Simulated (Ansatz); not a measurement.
Geometry relaxation, with input and output: HfO$_{2}$ (part 2 of 2)

HfO$_{2}$ (disordered cell, 15 atoms in the cell); DFT PBE, scalar-relativistic, plane waves, PAW, no spin polarisation (Ansatz 0.2.0); cutoff 420 eV, 3×3×3 k-mesh, Gaussian smearing of 0.1 eV. It belongs to a series of runs on one base structure; here: the last frame of the dynamics, relaxed further on a centred mesh.

Geometry of the input (Å; fractional positions):
```
6.6595  0.6722  -0.6464
0.6398  5.6726  -0.1697
-0.6630  -0.1856  5.6728
Hf 0.8704  0.7576  0.2455
Hf 0.8414  0.2002  0.8393
Hf 0.3080  0.3541  0.6487
Hf 0.3360  0.9487  0.0904
Hf 0.5887  0.7549  0.6451
O  0.0891  0.4999  0.3910
O  0.1553  0.2214  0.8602
O  0.3585  0.0354  0.4586
O  0.8185  0.5684  0.9265
O  0.0219  0.9697  0.1118
O  0.5880  0.0568  0.9457
O  0.5868  0.6996  0.2772
O  0.5910  0.3868  0.5895
O  0.8311  0.9288  0.5862
O  0.3467  0.6953  0.8195
```

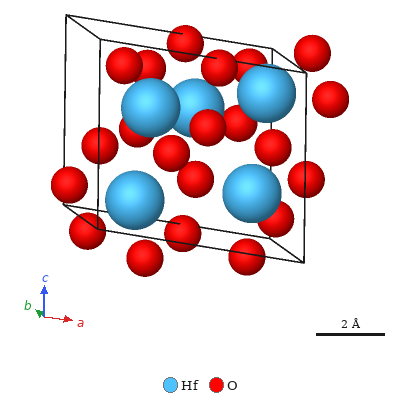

*The geometry at step 2 of the log (spheres-only view of the cell of the calculation, seen slightly off an axis; bonded neighbours outside the cell are drawn too).*

### The program's output, continued
```
  k-point 0: bands = ["-50.0793", "-50.0731", "-49.7268", "-49.5888", "-49.5873", "-18.9711", "-18.9423", "-18.9213", "-18.8955", "-18.8559", "-18.7433", "-18.6080", "-18.6006", "-18.5421", "-18.5096", "-18.4316", "-18.3878", "-18.3704", "-18.3223", "-18.2436", "-6.9929", "-5.9896", "-5.9775", "-5.8287", "-5.7631", "-5.5226", "-5.4297", "-5.3743", "-5.2958", "-5.0868", "0.0080", "0.0161", "0.0184", "0.0251", "0.0287", "0.0315", "0.0491", "0.0618", "0.0699", "0.0838", "0.1087", "0.1128", "0.1193", "0.1262", "0.3708", "0.3718", "0.4018", "0.4144", "0.4189", "0.4360", "0.4375", "0.5052", "0.5410", "0.5461", "0.5578", "0.5585", "0.5629", "0.5656", "0.5751", "0.5768", "0.5961", "0.6005", "0.6018", "0.6057", "0.6161", "5.9053", "6.0688", "6.3923", "6.5041", "6.7535", "6.9128", "7.0805", "7.1876", "7.3031", "7.3597", "7.4157", "7.7000", "7.7064", "8.0230", "8.2420", "8.3902", "8.4999", "8.6677", "8.7798", "8.9071", "9.0105", "9.0878", "9.2274", "9.3924", "9.5500", "9.7233", "9.9829", "10.0895", "10.1807", "10.5496", "14.5573", "15.0341", "15.4636", "15.6868", "15.9361", "16.0883", "16.1389", "16.3506", "16.4030", "16.5672", "16.7619", "16.8459", "17.2352", "17.3273", "17.5619", "17.9275", "17.9620", "18.4669", "18.9439"]
  k-point 1: bands = ["-50.0792", "-50.0732", "-49.7268", "-49.5889", "-49.5874", "-18.9893", "-18.9407", "-18.9168", "-18.8705", "-18.8536", "-18.7600", "-18.6144", "-18.6006", "-18.5302", "-18.4770", "-18.4555", "-18.3903", "-18.3581", "-18.3313", "-18.2618", "-6.7614", "-6.1500", "-5.9182", "-5.7815", "-5.7296", "-5.5599", "-5.4495", "-5.3704", "-5.3332", "-5.2439", "0.0082", "0.0157", "0.0180", "0.0253", "0.0287", "0.0316", "0.0488", "0.0604", "0.0718", "0.0838", "0.1090", "0.1130", "0.1190", "0.1262", "0.3708", "0.3720", "0.4021", "0.4151", "0.4201", "0.4359", "0.4388", "0.5044", "0.5410", "0.5470", "0.5542", "0.5571", "0.5629", "0.5658", "0.5720", "0.5775", "0.5954", "0.5989", "0.6018", "0.6074", "0.6135", "5.8756", "6.0655", "6.4131", "6.6018", "6.7783", "6.8921", "7.0218", "7.1179", "7.2927", "7.4162", "7.5164", "7.7029", "7.8718", "8.0673", "8.2174", "8.2508", "8.4641", "8.6345", "8.8177", "8.8817", "9.0052", "9.1697", "9.2862", "9.3880", "9.5167", "9.6032", "9.9333", "10.0359", "10.1586", "10.4064", "14.9220", "15.0546", "15.4085", "15.7116", "15.8049", "16.0223", "16.1795", "16.3189", "16.5860", "16.6711", "16.8392", "17.0162", "17.1493", "17.4030", "17.7279", "17.9898", "18.1790", "18.6978", "18.9013"]
  k-point 2: bands = ["-50.0792", "-50.0731", "-49.7268", "-49.5890", "-49.5873", "-18.9894", "-18.9407", "-18.9168", "-18.8712", "-18.8528", "-18.7602", "-18.6149", "-18.6005", "-18.5298", "-18.4767", "-18.4554", "-18.3898", "-18.3586", "-18.3318", "-18.2617", "-6.7609", "-6.1492", "-5.9193", "-5.7819", "-5.7297", "-5.5602", "-5.4486", "-5.3705", "-5.3339", "-5.2433", "0.0081", "0.0156", "0.0181", "0.0254", "0.0286", "0.0317", "0.0488", "0.0609", "0.0713", "0.0837", "0.1090", "0.1128", "0.1188", "0.1266", "0.3708", "0.3720", "0.4021", "0.4151", "0.4201", "0.4359", "0.4388", "0.5044", "0.5410", "0.5471", "0.5540", "0.5573", "0.5629", "0.5659", "0.5719", "0.5776", "0.5955", "0.5989", "0.6021", "0.6071", "0.6134", "5.8725", "6.0676", "6.4148", "6.6004", "6.7780", "6.8929", "7.0240", "7.1145", "7.2914", "7.4180", "7.5178", "7.7038", "7.8737", "8.0697", "8.2170", "8.2514", "8.4586", "8.6334", "8.8152", "8.8812", "9.0069", "9.1691", "9.2846", "9.3875", "9.5180", "9.6024", "9.9339", "10.0322", "10.1611", "10.4096", "14.9209", "15.0539", "15.4081", "15.7154", "15.8030", "16.0242", "16.1788", "16.3201", "16.5876", "16.6717", "16.8346", "17.0216", "17.1485", "17.4022", "17.7220", "17.9914", "18.1745", "18.7063", "18.9043"]
  k-point 13: bands = ["-50.0791", "-50.0732", "-49.7267", "-49.5891", "-49.5873", "-18.9706", "-18.9592", "-18.9115", "-18.8686", "-18.8484", "-18.7724", "-18.6229", "-18.5856", "-18.5239", "-18.4856", "-18.4534", "-18.3741", "-18.3607", "-18.3465", "-18.2713", "-6.4584", "-6.1225", "-5.9336", "-5.8526", "-5.7884", "-5.6620", "-5.5145", "-5.3853", "-5.3500", "-5.2645", "0.0080", "0.0165", "0.0181", "0.0268", "0.0290", "0.0316", "0.0526", "0.0601", "0.0715", "0.0756", "0.1090", "0.1122", "0.1192", "0.1306", "0.3715", "0.3717", "0.4027", "0.4150", "0.4209", "0.4371", "0.4393", "0.5028", "0.5405", "0.5467", "0.5540", "0.5573", "0.5629", "0.5659", "0.5708", "0.5747", "0.5927", "0.5988", "0.6051", "0.6085", "0.6155", "5.9825", "6.2714", "6.3501", "6.5259", "6.6798", "6.9468", "6.9875", "7.1613", "7.2012", "7.4377", "7.5194", "7.6341", "7.7610", "7.8853", "8.0809", "8.3042", "8.4855", "8.6429", "8.7260", "8.9315", "9.0358", "9.2048", "9.3080", "9.4213", "9.5795", "9.8006", "9.9999", "10.1223", "10.2341", "10.3167", "14.8913", "15.2402", "15.3644", "15.5678", "15.7622", "15.9683", "16.0859", "16.2981", "16.6555", "16.7627", "16.9039", "17.2326", "17.2505", "17.5570", "17.7539", "18.2516", "18.3470", "18.4550", "18.7715"]
--- Relaxed structure (1 steps of the walk, 1 accepted, 1 SCFs on fresh bases) ---
  F+E_penalty+E_count = -84306.23099532 eV   max|allowed force component| = 1.975e-2 eV/Å   (the final SCF, on the basis selected at the relaxed cell)
  cell:  # Å, volume = 209.3683 Å³
    - [6.6594580326, 0.6721579944, -0.6464007647]
    - [0.6397963057, 5.672598129, -0.1697367333]
    - [-0.6630083582, -0.1855735839, 5.6727529356]
  atoms:
    - { symbol: Hf, position: [0.8704355812000001, 0.7575923997, 0.24552995130000002] }
    - { symbol: Hf, position: [0.8414049589, 0.20024531190000006, 0.8393306102000001] }
    - { symbol: Hf, position: [0.30795287359999995, 0.35413063009999995, 0.6487113670000001] }
    - { symbol: Hf, position: [0.33600243639999994, 0.9486914938, 0.09035762580000001] }
    - { symbol: Hf, position: [0.5887304316, 0.7548946202000002, 0.6451196694] }
    - { symbol: O, position: [0.08909120010000003, 0.4999352465000001, 0.39101135510000007] }
    - { symbol: O, position: [0.1553149706, 0.2214426421000001, 0.8602398754000001] }
    - { symbol: O, position: [0.3585321135, 0.035431677000000016, 0.45861481960000006] }
    - { symbol: O, position: [0.8185460512000001, 0.5684227705000001, 0.9264787543] }
    - { symbol: O, position: [0.021887157000000018, 0.9697037697000002, 0.1118404638] }
    - { symbol: O, position: [0.5880172306000001, 0.05678448810000001, 0.9457043091000001] }
    - { symbol: O, position: [0.5867827126999999, 0.6995915884000002, 0.2771811158] }
    - { symbol: O, position: [0.5910254024000001, 0.3868441658, 0.5894729699000001] }
    - { symbol: O, position: [0.8310885478000001, 0.9288336108000002, 0.5862459534] }
    - { symbol: O, position: [0.34667720110000005, 0.6953324507, 0.8195265534000001] }
```

### Trajectory as extended XYZ (Å, eV, eV/Å), 2 frames, from step=1 to step=2
```
15
Lattice="6.6595 0.6722 -0.6464 0.6398 5.6726 -0.1697 -0.6630 -0.1856 5.6728" Properties=species:S:1:pos:R:3:forces:R:3 step=1 energy=-84306.23100 pressure_GPa=0.04
Hf    6.1185    4.8370    0.7016   -0.0022   0.0150  -0.0054
Hf    5.1749    1.5457    4.1834   -0.0088  -0.0067  -0.0090
Hf    1.8473    2.0955    3.4208    0.0017  -0.0065   0.0168
Hf    2.7847    5.5906    0.1344    0.0099  -0.0051  -0.0035
Hf    3.9759    4.5582    3.1509    0.0002   0.0176   0.0197
O     0.6539    2.8233    2.0757   -0.0017  -0.0060  -0.0077
O     0.6056    1.2009    4.7419    0.0019   0.0076   0.0066
O     2.1062    0.3569    2.3638   -0.0050  -0.0020  -0.0137
O     5.2005    3.6027    4.6301    0.0074  -0.0110  -0.0035
O     0.6920    5.4947    0.4557   -0.0043   0.0062   0.0062
O     3.3252    0.5419    4.9750    0.0020  -0.0082  -0.0059
O     4.1715    4.3115    1.0743    0.0035   0.0061   0.0011
O     3.7926    2.4823    2.8962   -0.0025   0.0000   0.0063
O     5.7402    5.7187    2.6308    0.0097  -0.0047  -0.0020
O     2.2102    4.0253    4.3069   -0.0119  -0.0022  -0.0060
15
Lattice="6.6595 0.6722 -0.6464 0.6398 5.6726 -0.1697 -0.6630 -0.1856 5.6728" Properties=species:S:1:pos:R:3:forces:R:3 step=2 energy=-84306.23100 pressure_GPa=0.04
Hf    6.1185    4.8370    0.7016   -0.0022   0.0150  -0.0054
Hf    5.1749    1.5457    4.1834   -0.0088  -0.0067  -0.0090
Hf    1.8473    2.0955    3.4208    0.0017  -0.0066   0.0169
Hf    2.7847    5.5906    0.1344    0.0099  -0.0051  -0.0035
Hf    3.9759    4.5582    3.1509    0.0002   0.0176   0.0198
O     0.6539    2.8233    2.0757   -0.0017  -0.0060  -0.0077
O     0.6056    1.2009    4.7419    0.0020   0.0076   0.0066
O     2.1062    0.3569    2.3638   -0.0049  -0.0020  -0.0137
O     5.2005    3.6027    4.6301    0.0074  -0.0110  -0.0035
O     0.6920    5.4947    0.4557   -0.0043   0.0062   0.0062
O     3.3252    0.5419    4.9750    0.0020  -0.0082  -0.0058
O     4.1715    4.3115    1.0743    0.0035   0.0060   0.0011
O     3.7926    2.4823    2.8962   -0.0025   0.0000   0.0063
O     5.7402    5.7187    2.6308    0.0097  -0.0047  -0.0020
O     2.2102    4.0253    4.3069   -0.0119  -0.0022  -0.0060
```

### Results in brief

- outcome: converged
- electrons treated: 190
- free energy: −84306.2310 eV
- Fermi energy: 12.553 eV
- gap on the k-point mesh: 4.01 eV
- pressure: 0.04 GPa
- final volume: 209.37 Å³
- largest force (length of the vector) at the end: 0.026 eV/Å
- hardware: 2 threads of Intel Xeon @ 2.70GHz, 189 GiB of memory available, shared host
- wall time: 42 s (CPU time 81 s)
- peak memory: 0.74 GiB

Spin–orbit coupling is left out, which matters for Hf.
